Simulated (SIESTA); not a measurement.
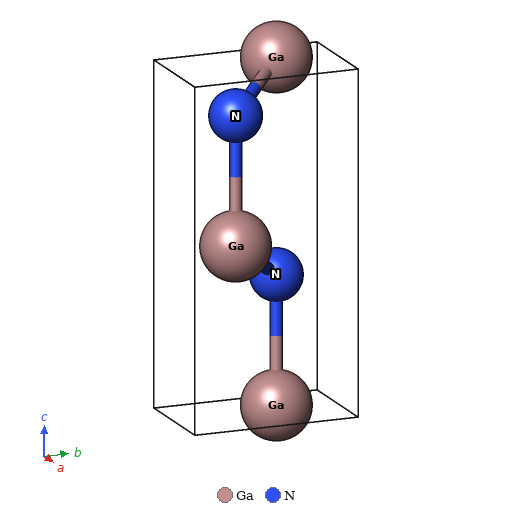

System: GaN, space group P6_3mc (No. 186). The picture shows the conventional cell.

The given structure:
```yaml
crystal:
  lattice:
    - [3.18000, 0.00000, 0.00000]
    - [-1.59000, 2.75396, 0.00000]
    - [0.00000, 0.00000, 5.16600]
  atoms:
    - { symbol: Ga, position: [0.66667, 0.33333, 0.50000] }
    - { symbol: Ga, position: [0.33333, 0.66667, 0.00000] }
    - { symbol: N, position: [0.66667, 0.33333, 0.87500] }
    - { symbol: N, position: [0.33333, 0.66667, 0.37500] }
```

Method: DFT in numerical atomic orbitals with pseudopotentials, no spin polarisation; energies at scaled volumes of the given cell, shape and fractions fixed, counted from the fit's minimum, third-order Birch-Murnaghan fit (SIESTA 5.4.2). Level: PBE.

k mesh 10×10×5; occupations Fermi–Dirac; smearing width 0.05 eV; potentials PseudoDojo 0.4 standard, converted to PSML, two zetas on semicore shells; program settings basis DZ, mesh cutoff 800 Ry.

Predict the energy and pressure against volume. The volume takes the values 10.63, 10.86, 11.08, 11.31, 11.54, 11.76, 11.99 Å³/atom.

A third-order Birch–Murnaghan fit gives V0 = 11.90 Å³/atom, B0 = 174 GPa and B′ = 4.7. The energy falls from 91.26 meV/atom at volume 10.63 Å³/atom to 0.36 meV/atom at 11.99 Å³/atom. The pressure falls from 25.51 GPa at volume 10.63 Å³/atom to −1.23 GPa at 11.99 Å³/atom, and changes sign near 11.90 Å³/atom.

```csv
volume (Å³/atom),energy (meV/atom),pressure (GPa)
10.63,91.26,25.51
10.86,59.17,19.92
11.08,34.96,14.53
11.31,17.74,10.01
11.54,6.47,5.99
11.76,0.85,2.05
11.99,0.36,-1.23
```

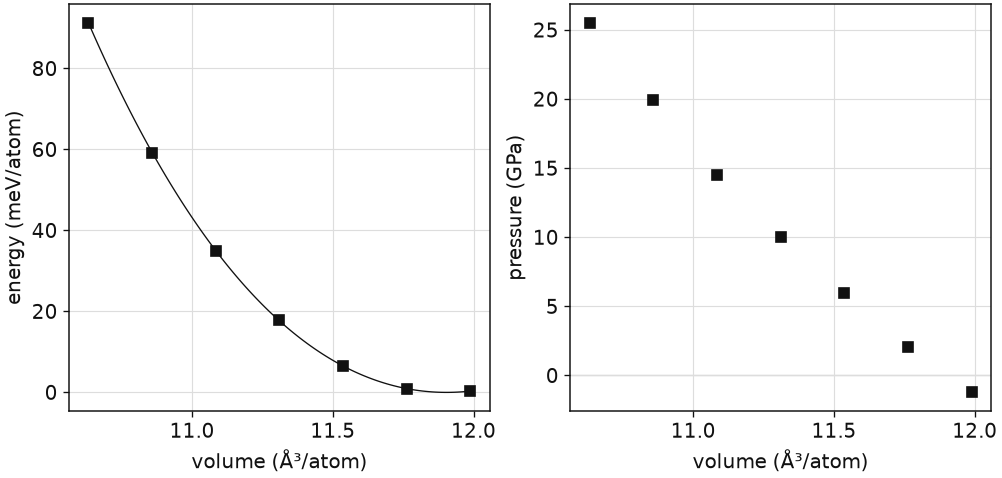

Caveats: basis without polarisation orbitals; mulliken charges of long orbitals; shape and atomic fractions are frozen while scaling, which makes layered, chain and framework solids too stiff.
